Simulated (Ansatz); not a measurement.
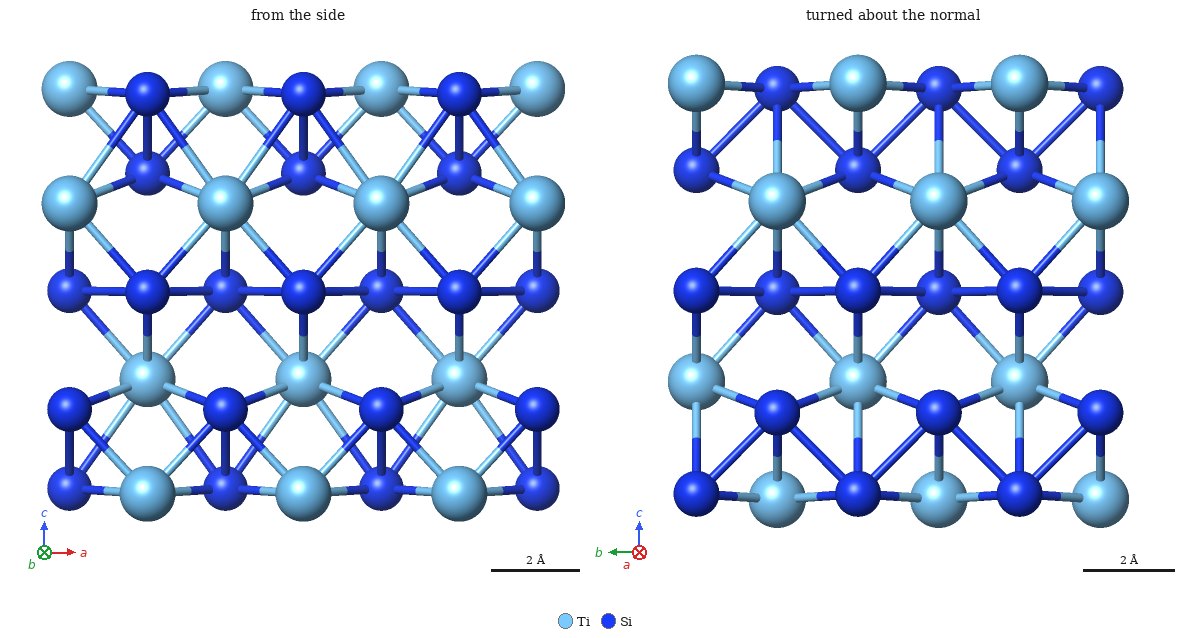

A ball-and-stick picture of a periodic slab, seen from the side and turned about the normal. The surface normal points up in side views; the vacuum is left out. 3×3 cells are drawn in the plane, with atoms at the edges repeated.

The cell holds 4 Ti, 6 Si. The slab was cut from bulk TiSi2 (Cmcm).

Question: What do the upper and lower surfaces expose?

Answer: The top face ends in Si and Ti, the bottom face in Si and Ti. The two faces are alike.

Question: How far does the slab extend along the normal?

Answer: About 9 Å from the lowest to the highest atom.

Question: Count the planes and say what each contains, starting at the top.

Answer: Seven planes: TiSi / Si / Ti / Si / Ti / Si / TiSi.

Question: What facet is shown?

Answer: (0 1 0).

Provenance: a structure listed in the Materials Project, from which a slab was cut. The atoms were relaxed in a fixed cell with Ansatz 0.2.0, DFT PBE, scalar-relativistic, plane waves, PAW.
